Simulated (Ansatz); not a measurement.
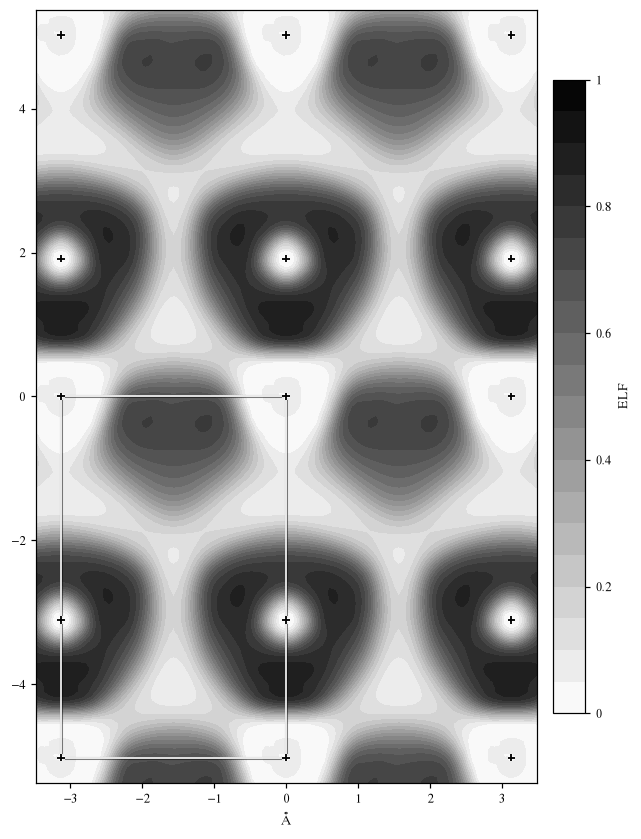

The electron localisation function on a plane through atoms (crosses mark nuclei in the plane).

All numbers below come from DFT PBE, scalar-relativistic, plane waves, PAW (Ansatz 0.2.0).

Candidates:
A. AlN, a = 3.13 Å, b = 3.13 Å, c = 5.02 Å, α = 90.00°, β = 90.00°, γ = 120.00°. Space group P6₃mc.
B. Ta (slab), a = 2.87 Å, b = 2.87 Å, c = 19.69 Å, α = 90.00°, β = 90.00°, γ = 109.47°. Not relaxed (largest force 0.5 eV/Å); computed without spin polarisation.
C. Rh (slab), a = 2.71 Å, b = 2.71 Å, c = 26.49 Å, α = 90.00°, β = 90.00°, γ = 90.00°. Not relaxed (largest force 0.5 eV/Å); computed without spin polarisation.

Which system is this?

Candidate A: AlN on the (100) plane of the conventional cell, which holds Al and N. Al–N (1.91 Å): the ELF peaks at about 0.90 in the valence shell of N, 0.7 Å from its nucleus, and is about 0.85 at the midpoint.
